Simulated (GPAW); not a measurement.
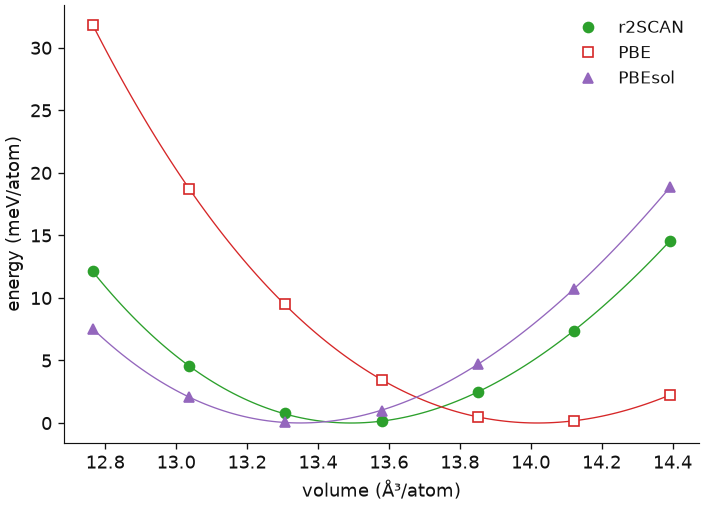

Plotted: energy against volume, with one curve for each functional, for CaF₂ (space group Fm-3m).

Calculation (GPAW 26.7.0): PAW DFT in plane waves, on a grid or in atomic orbitals, no spin polarisation; energies at scaled volumes of the given cell, shape and fractions fixed, counted from the fit's minimum, third-order Birch-Murnaghan fit. All runs: no spin polarisation.

```tsv
setting	value
k mesh	8×8×8
occupations	Fermi–Dirac
smearing width	0.05 eV
wave cutoff	800 eV
```

Settings that differ: r2SCAN: potentials GPAW-PAW-data-sets-(gpaw-data-1.2.1); PBE: potentials GPAW-PAW-data-sets-(gpaw-data-1.2.1); PBEsol: potentials PAW-data-sets-made-by gpaw-setup-for-the-functional.

Question: Order the curves by fitted equilibrium volume, smallest first.

Answer: PBEsol 13.350, r2SCAN 13.493, PBE 14.019 Å³/atom.

Question: Order the curves by fitted bulk modulus, smallest first.

Answer: PBE 75.7, PBEsol 86.0, r2SCAN 88.4 GPa.

Note: the fit and the printed pressures don't fully agree, or the minimum lies near the end of the range (r2SCAN).

The computed values:

r2SCAN:
| volume (Å³/atom) | energy (meV/atom) |
| --- | --- |
| 12.76 | 12.15 |
| 13.04 | 4.52 |
| 13.31 | 0.80 |
| 13.58 | 0.12 |
| 13.85 | 2.49 |
| 14.12 | 7.36 |
| 14.39 | 14.58 |

PBE:
| volume (Å³/atom) | energy (meV/atom) |
| --- | --- |
| 12.76 | 31.84 |
| 13.04 | 18.73 |
| 13.31 | 9.48 |
| 13.58 | 3.44 |
| 13.85 | 0.50 |
| 14.12 | 0.17 |
| 14.39 | 2.25 |

PBEsol:
| volume (Å³/atom) | energy (meV/atom) |
| --- | --- |
| 12.76 | 7.55 |
| 13.04 | 2.04 |
| 13.31 | 0.09 |
| 13.58 | 0.99 |
| 13.85 | 4.70 |
| 14.12 | 10.72 |
| 14.39 | 18.88 |
